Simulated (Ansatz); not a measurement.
## Geometry relaxation of TaN (part 2 of 2)

TaN (P6₃/mmc, 4 atoms in the cell); DFT PBE, scalar-relativistic, plane waves, PAW, no spin polarisation (Ansatz 0.2.0); cutoff 420 eV, 24×24×10 k-mesh, Gaussian smearing of 0.1 eV. The structure derives from an entry of the Crystallography Open Database. It belongs to a series of runs on one base structure; here: uniaxial strain along c, a, b and atoms relaxed: +6.0 %.

Geometry of the input (Å; fractional positions):
```
2.8733  0.0000  0.0000
-1.4367  2.4884  0.0000
0.0000  0.0000  6.2697
Ta 0.0000  0.0000  0.0000
Ta 0.0000  0.0000  0.5000
N  0.3333  0.6667  0.2500
N  0.6667  0.3333  0.7500
```

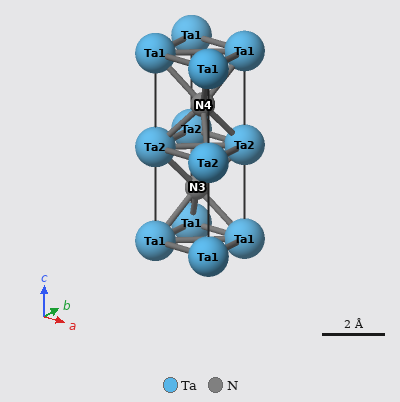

Figure 1. The geometry at step 2 of the log (ball-and-stick view of the cell of the calculation, seen slightly off an axis; atoms are numbered from 1 in the order of the input).

What the program printed, continued:
```
SCF iter   1: F=—  HF=-20635.857101 eV  |F-HF|=—  |Δ(HF+E_count)|=         —  Δρ=5.38e-5  dr2=1.29e-6  ethr=3.59e-9  ⟨swp⟩=3.0  Hψ=134898  notcnv=0
preconditioner: auto → Kerker (q_TF=auto, 2.624 Å⁻¹)  [metal: Δε(μ)=0.006 eV  Ē_g=8.878 eV  σ=0.100 eV  W_gap=0.04  n_scr=10 (ndim 8)  ℏωp=24.6 eV  f_vac=0.000  D(μ)=0.80/eV (n_scr^D=2)]
SCF iter   2: F=—  HF=-20635.857103 eV  |F-HF|=—  |Δ(HF+E_count)|=   2.20e-6  Δρ=2.40e-5  dr2=3.99e-7  ethr=3.58e-9  ⟨swp⟩=2.0  Hψ=28068  notcnv=0
SCF iter   3: F=-20635.857103 eV  HF=-20635.857103 eV  |F-HF|=5.23e-8  |Δ(HF+E_count)|=   9.91e-8  Δρ=1.22e-5  dr2=9.51e-8  ethr=2.77e-10  ⟨swp⟩=6.6  Hψ=131582  notcnv=0
SCF 4 converged in 3 iterations: F = -20635.857103 eV  dr2 = 9.51e-8
relax step   4: F+E_penalty+E_count = -20635.85710316 eV  Δ(F+E_penalty+E_count) = -7.504e-5 eV  max|allowed force component| = 4.974e-9 eV/Å  Δτ_max = 0.0000 Å  P = -13.356 GPa  Ω = 45.468 Å³  energy of the carried Pulay correction = -1.704e-3 eV  fix = [c, alpha, beta, gamma]  reactions: c -40.055 GPa; gamma +0.000 GPa/rad  (3 SCF iters, dr2 threshold 9.96e-8 eV, accepted)
Initial wavefunctions: pseudopotential atomic-orbital guess (no wavefunctions were taken with the density)
iter 1 solved again at ethr=1.46e-8 eV; its pass at ethr=3.10e-3 eV (dr2=5.26e-6 eV) is discarded
SCF iter   1: F=—  HF=-20635.858919 eV  |F-HF|=—  |Δ(HF+E_count)|=         —  Δρ=1.78e-4  dr2=9.29e-7  ethr=1.46e-8  ⟨swp⟩=4.0  Hψ=160101  notcnv=0
SCF iter   2: F=—  HF=-20635.858946 eV  |F-HF|=—  |Δ(HF+E_count)|=   2.64e-5  Δρ=9.00e-5  dr2=2.33e-7  ethr=2.58e-9  ⟨swp⟩=2.0  Hψ=29028  notcnv=0
SCF iter   3: F=—  HF=-20635.858954 eV  |F-HF|=—  |Δ(HF+E_count)|=   7.96e-6  Δρ=2.64e-5  dr2=2.93e-8  ethr=6.48e-10  ⟨swp⟩=2.2  Hψ=27013  notcnv=0
SCF iter   4: F=—  HF=-20635.858954 eV  |F-HF|=—  |Δ(HF+E_count)|=   6.79e-7  Δρ=2.41e-6  dr2=1.92e-9  ethr=8.13e-11  ⟨swp⟩=2.0  Hψ=29693  notcnv=0
SCF iter   5: F=—  HF=-20635.858954 eV  |F-HF|=—  |Δ(HF+E_count)|=   3.34e-9  Δρ=3.36e-7  dr2=2.78e-11  ethr=5.34e-12  ⟨swp⟩=2.0  Hψ=30042  notcnv=0
SCF iter   6: F=-20635.858954 eV  HF=-20635.858954 eV  |F-HF|=0.00e0  |Δ(HF+E_count)|=  4.37e-11  Δρ=5.70e-8  dr2=1.33e-12  ethr=1.00e-12  ⟨swp⟩=5.9  Hψ=87374  notcnv=0
SCF 5 converged in 6 iterations: F = -20635.858954 eV  dr2 = 1.33e-12
  greatest PAW one-centre occupation: 0.999 electrons in one spin orbital (limit 2), on the Ta atom at site 0 (counted from 0), in its partial waves of l = 0
relax step   5: F+E_penalty+E_count = -20635.85895433 eV  Δ(F+E_penalty+E_count) = -1.851e-3 eV  max|allowed force component| = 2.520e-9 eV/Å  Δτ_max = 0.0000 Å  P = -13.294 GPa  Ω = 45.468 Å³  fix = [c, alpha, beta, gamma]  reactions: c -40.024 GPa; gamma +0.000 GPa/rad  stress off target by 7.13e-2 GPa on what of the cell is left free  SCF on the basis re-selected at this cell (its energy is not comparable with the rows above)  (6 SCF iters)
basis re-selected at this cell: Δ(F+E_penalty+E_count) = -1.851e-3 eV, ΔP = +0.062 GPa vs the last step (what re-selecting the basis moved, of the pressure what is left beyond the Pulay correction that the steps carried, after the strain that the cell walked since its last selection, with what the two solves' SCF thresholds leave and, on support functions, any second-order correction that the steps lacked; it is no measure of the basis error at this ecutwfc). This SCF's stress stands 7.13e-2 GPa from its target on what of the cell is left free (relax.cell.stress_tol is 1.50e-2 GPa) and its largest allowed force component is 2.52e-9 eV/Å (relax.f_tol is 8.00e-3 eV/Å): not within both, so this SCF does not close the relaxation
Crystal: 4 atoms, lattice volume = 45.477 Å³
iter 1 solved again at ethr=4.87e-10 eV; its pass at ethr=3.10e-3 eV (dr2=1.75e-7 eV) is discarded
SCF iter   1: F=—  HF=-20635.858932 eV  |F-HF|=—  |Δ(HF+E_count)|=         —  Δρ=1.97e-5  dr2=1.75e-7  ethr=4.87e-10  ⟨swp⟩=3.1  Hψ=135689  notcnv=0
preconditioner: auto → Kerker (q_TF=auto, 2.624 Å⁻¹)  [metal: Δε(μ)=0.006 eV  Ē_g=8.877 eV  σ=0.100 eV  W_gap=0.04  n_scr=10 (ndim 8)  ℏωp=24.6 eV  f_vac=0.000  D(μ)=0.80/eV (n_scr^D=2)]
SCF iter   2: F=—  HF=-20635.858934 eV  |F-HF|=—  |Δ(HF+E_count)|=   2.35e-6  Δρ=8.87e-6  dr2=5.41e-8  ethr=4.86e-10  ⟨swp⟩=2.0  Hψ=28015  notcnv=0
SCF iter   3: F=-20635.858934 eV  HF=-20635.858934 eV  |F-HF|=6.93e-9  |Δ(HF+E_count)|=   1.37e-8  Δρ=4.44e-6  dr2=1.26e-8  ethr=3.53e-11  ⟨swp⟩=6.1  Hψ=124427  notcnv=0
SCF 6 converged in 3 iterations: F = -20635.858934 eV  dr2 = 1.26e-8
relax step   6: F+E_penalty+E_count = -20635.85893395 eV  Δ(F+E_penalty+E_count) = +2.037e-5 eV  max|allowed force component| = 2.669e-9 eV/Å  Δτ_max = 0.0000 Å  P = -13.343 GPa  Ω = 45.477 Å³  energy of the carried Pulay correction = -2.225e-5 eV  fix = [c, alpha, beta, gamma]  reactions: c -40.031 GPa; gamma +0.000 GPa/rad  (3 SCF iters, dr2 threshold 1.27e-8 eV, accepted)
iter 1 solved again at ethr=1.59e-8 eV; its pass at ethr=3.10e-3 eV (dr2=5.71e-6 eV) is discarded
SCF iter   1: F=—  HF=-20635.858956 eV  |F-HF|=—  |Δ(HF+E_count)|=         —  Δρ=4.45e-6  dr2=1.29e-8  ethr=1.59e-8  ⟨swp⟩=4.0  Hψ=159396  notcnv=0
SCF iter   2: F=—  HF=-20635.858959 eV  |F-HF|=—  |Δ(HF+E_count)|=   2.82e-6  Δρ=2.78e-6  dr2=5.55e-9  ethr=3.57e-11  ⟨swp⟩=2.1  Hψ=35238  notcnv=0
SCF iter   3: F=—  HF=-20635.858959 eV  |F-HF|=—  |Δ(HF+E_count)|=   1.63e-9  Δρ=6.10e-7  dr2=2.01e-10  ethr=1.54e-11  ⟨swp⟩=2.3  Hψ=29780  notcnv=0
SCF iter   4: F=—  HF=-20635.858959 eV  |F-HF|=—  |Δ(HF+E_count)|=  1.46e-11  Δρ=2.33e-7  dr2=1.75e-11  ethr=1.00e-12  ⟨swp⟩=2.3  Hψ=31626  notcnv=0
SCF iter   5: F=—  HF=-20635.858959 eV  |F-HF|=—  |Δ(HF+E_count)|=  1.09e-11  Δρ=1.01e-7  dr2=4.80e-12  ethr=1.00e-12  ⟨swp⟩=6.0  Hψ=88054  notcnv=0
SCF iter   6: F=-20635.858959 eV  HF=-20635.858959 eV  |F-HF|=0.00e0  |Δ(HF+E_count)|=  1.09e-11  Δρ=1.38e-8  dr2=7.99e-14  ethr=1.00e-12  ⟨swp⟩=5.0  Hψ=78663  notcnv=0
SCF 7 converged in 6 iterations: F = -20635.858959 eV  dr2 = 7.99e-14
relax step   7: F+E_penalty+E_count = -20635.85895922 eV  Δ(F+E_penalty+E_count) = -2.527e-5 eV  max|allowed force component| = 2.085e-9 eV/Å  Δτ_max = 0.0000 Å  P = -13.343 GPa  Ω = 45.477 Å³  fix = [c, alpha, beta, gamma]  reactions: c -40.031 GPa; gamma +0.000 GPa/rad  stress off target by 5.61e-4 GPa on what of the cell is left free  SCF on the basis re-selected at this cell (its energy is not comparable with the rows above)  (6 SCF iters)
basis re-selected at this cell: Δ(F+E_penalty+E_count) = -2.527e-5 eV, ΔP = +0.000 GPa vs the last step (what re-selecting the basis moved, of the pressure what is left beyond the Pulay correction that the steps carried, after the strain that the cell walked since its last selection, with what the two solves' SCF thresholds leave and, on support functions, any second-order correction that the steps lacked; it is no measure of the basis error at this ecutwfc). This SCF's stress stands 5.61e-4 GPa from its target on what of the cell is left free (relax.cell.stress_tol is 1.50e-2 GPa) and its largest allowed force component is 2.09e-9 eV/Å (relax.f_tol is 8.00e-3 eV/Å): within both
SCF converged after 6 iterations
Free energy (F): -20635.858959 eV
Harris-Foulkes:  -20635.858959 eV  (|F-HF|=0.00e0)
Internal energy: -20635.854962 eV  (E = F + TS)
E sigma→0 (E₀):  -20635.856961 eV
Entropy (-TS):   -0.003997 eV (-0.999 meV/atom)
Fermi energy:    18.838070 eV
--- Per-component energies (eV) ---
  E_band       = -141.897354
  E_kinetic    = 990.584786
  E_local      = -1265.548354  (includes V_loc(G=0)·N_el)
  E_nonlocal   = 118.945651
  E_hartree    = 419.671856
  E_xc         = -557.439325
  E_vxc        = -561.503616  (∫ρ·V_xc dr)
  E_paw        = -17047.146567  (= ΣΔE_a)
  E_vpaw       = -263.719930  (= ΣTr[D̂ρ^β])
  E_aug_tail   = 0.000392  (compensation charges beyond the density's cutoff)
  E_ewald      = -3294.923402
  E_smearing   = -0.003997  (= −TS)
  E_closure    = -0.000000  (closes the sum)
  Σ components = -20635.858959   (vs F -20635.858959, Δ=0.00e0)
--- Forces (eV/Å), atoms counted from 1 ---
  atom   1  Ta     0.00000000    -0.00000000     0.00000000
  atom   2  Ta     0.00000000     0.00000000    -0.00000000
  atom   3  N      0.00000000    -0.00000000    -0.00000000
  atom   4  N     -0.00000000     0.00000000     0.00000000
  max |Σ_I F_I| component: 3.16e-30 eV/Å
--- Stress (GPa, compression-positive) ---
        0.000561      -0.000000       0.000000
       -0.000000       0.000561      -0.000000
        0.000000      -0.000000     -40.030653
  P = ⅓ Tr σ = -13.3432 GPa (-133.432 kbar)
--- Band table (eV; the first three rows and the last of 942) ---
  k-point 0: bands = ["-49.6042", "-49.5873", "-16.4900", "-16.0414", "-15.6129", "-15.6129", "-15.5819", "-15.5819", "1.9385", "3.9323", "9.9777", "14.5696", "15.0573", "15.0573", "15.4785", "17.5630", "17.5630", "18.7604", "18.7604", "19.8548", "19.8548", "20.0633"]
  k-point 1: bands = ["-49.6038", "-49.5877", "-16.4795", "-16.0528", "-15.6121", "-15.6121", "-15.5827", "-15.5827", "1.9784", "3.8677", "10.0723", "14.2687", "15.0915", "15.0915", "15.7554", "17.3810", "17.3810", "18.9390", "18.9390", "19.8698", "19.8698", "19.9401"]
  k-point 2: bands = ["-49.6026", "-49.5889", "-16.4488", "-16.0859", "-15.6099", "-15.6099", "-15.5849", "-15.5849", "2.0957", "3.6883", "10.3423", "13.7139", "15.1938", "15.1938", "16.2482", "17.0098", "17.0098", "19.2899", "19.2899", "19.5998", "19.9104", "19.9104"]
  k-point 941: bands = ["-49.5064", "-49.5064", "-16.6833", "-16.6833", "-16.0569", "-16.0569", "-15.8464", "-15.8464", "4.0526", "4.0526", "11.7667", "11.7667", "13.2561", "13.2561", "15.3272", "15.3272", "16.5563", "16.5563", "22.7921", "22.7921", "23.5949", "23.5949"]
--- Relaxed structure (5 steps of the walk, 4 accepted, 2 SCFs on fresh bases) ---
  F+E_penalty+E_count = -20635.85895922 eV   max|allowed force component| = 2.085e-9 eV/Å   (the final SCF, on the basis selected at the relaxed cell)
  cell:  # Å, volume = 45.4765 Å³
    - [2.8940346235951524, -1.518870449197499e-19, 2.4859159371864986e-126]
    - [-1.4470173117975762, 2.5063075034651376, 3.6106290879784497e-127]
    - [5.424353316399193e-126, 4.0414844853743864e-126, 6.2697362409]
  atoms:
    - { symbol: Ta, position: [-4.492728126234461e-28, -1.4608126866929963e-27, -3.312168642111238e-170] }
    - { symbol: Ta, position: [-4.492728125579896e-28, -1.4608126866929921e-27, 0.5] }
    - { symbol: N, position: [0.33333333327889275, 0.666666666721107, 0.25] }
    - { symbol: N, position: [0.6666666667211071, 0.33333333327889275, 0.7499999999999999] }
```

Trajectory as extended XYZ (Å, eV, eV/Å), 7 frames, from step=1 to step=7:
```
4
Lattice="2.8733 0.0000 0.0000 -1.4367 2.4884 0.0000 0.0000 0.0000 6.2697" Properties=species:S:1:pos:R:3:forces:R:3 step=1 energy=-20635.84768 pressure_GPa=-9.40
Ta    0.0000    0.0000    0.0000    0.0000   0.0000   0.0000
Ta    0.0000    0.0000    3.1349    0.0000   0.0000   0.0000
N     0.0000    1.6589    1.5674    0.0000   0.0000   0.0000
N     1.4367    0.8295    4.7023    0.0000   0.0000   0.0000
4
Lattice="2.9216 0.0000 0.0000 -1.4608 2.5302 0.0000 0.0000 0.0000 6.2697" Properties=species:S:1:pos:R:3:forces:R:3 step=2 energy=-20635.83486 pressure_GPa=-18.32 accepted=F
Ta    0.0000    0.0000    0.0000    0.0000   0.0000   0.0000
Ta    0.0000    0.0000    3.1349    0.0000   0.0000   0.0000
N     0.0000    1.6868    1.5674    0.0000   0.0000   0.0000
N     1.4608    0.8434    4.7023    0.0000   0.0000   0.0000
4
Lattice="2.8945 0.0000 0.0000 -1.4472 2.5067 0.0000 0.0000 0.0000 6.2697" Properties=species:S:1:pos:R:3:forces:R:3 step=3 energy=-20635.85703 pressure_GPa=-13.49
Ta    0.0000    0.0000    0.0000    0.0000   0.0000   0.0000
Ta    0.0000    0.0000    3.1349    0.0000   0.0000   0.0000
N     0.0000    1.6711    1.5674    0.0000   0.0000   0.0000
N     1.4472    0.8356    4.7023    0.0000   0.0000   0.0000
4
Lattice="2.8938 0.0000 0.0000 -1.4469 2.5061 0.0000 0.0000 0.0000 6.2697" Properties=species:S:1:pos:R:3:forces:R:3 step=4 energy=-20635.85710 pressure_GPa=-13.36
Ta    0.0000    0.0000    0.0000    0.0000   0.0000   0.0000
Ta    0.0000    0.0000    3.1349    0.0000   0.0000   0.0000
N     0.0000    1.6707    1.5674    0.0000   0.0000   0.0000
N     1.4469    0.8354    4.7023    0.0000   0.0000   0.0000
4
Lattice="2.8938 0.0000 0.0000 -1.4469 2.5061 0.0000 0.0000 0.0000 6.2697" Properties=species:S:1:pos:R:3:forces:R:3 step=5 energy=-20635.85895 pressure_GPa=-13.29
Ta    0.0000    0.0000    0.0000    0.0000   0.0000   0.0000
Ta    0.0000    0.0000    3.1349    0.0000   0.0000   0.0000
N     0.0000    1.6707    1.5674    0.0000   0.0000   0.0000
N     1.4469    0.8354    4.7023    0.0000   0.0000   0.0000
4
Lattice="2.8940 0.0000 0.0000 -1.4470 2.5063 0.0000 0.0000 0.0000 6.2697" Properties=species:S:1:pos:R:3:forces:R:3 step=6 energy=-20635.85893 pressure_GPa=-13.34
Ta    0.0000    0.0000    0.0000    0.0000   0.0000   0.0000
Ta    0.0000    0.0000    3.1349    0.0000   0.0000   0.0000
N     0.0000    1.6709    1.5674    0.0000   0.0000   0.0000
N     1.4470    0.8354    4.7023    0.0000   0.0000   0.0000
4
Lattice="2.8940 0.0000 0.0000 -1.4470 2.5063 0.0000 0.0000 0.0000 6.2697" Properties=species:S:1:pos:R:3:forces:R:3 step=7 energy=-20635.85896 pressure_GPa=-13.34
Ta    0.0000    0.0000    0.0000    0.0000   0.0000   0.0000
Ta    0.0000    0.0000    3.1349    0.0000   0.0000   0.0000
N     0.0000    1.6709    1.5674    0.0000   0.0000   0.0000
N     1.4470    0.8354    4.7023    0.0000   0.0000   0.0000
```

Key numbers:

- outcome: converged
- space group (tolerance 0.01 Å): P6₃/mmc (194)
- electrons treated: 36
- free energy: −20635.8590 eV
- Fermi energy: 18.838 eV
- gap on the k-point mesh: none (metallic)
- pressure: −13.34 GPa
- final volume: 45.48 Å³
- largest force (length of the vector) at the end: under 0.001 eV/Å
- final cell: a = 2.894 Å, b = 2.894 Å, c = 6.270 Å, α = 90.00°, β = 90.00°, γ = 120.00°
- hardware: 1 thread of Intel Xeon (Emerald Rapids), 32 GiB of memory available, shared host
- wall time: 2.7 min
- peak memory: 1 GiB

Spin–orbit coupling is left out, which matters for Ta.
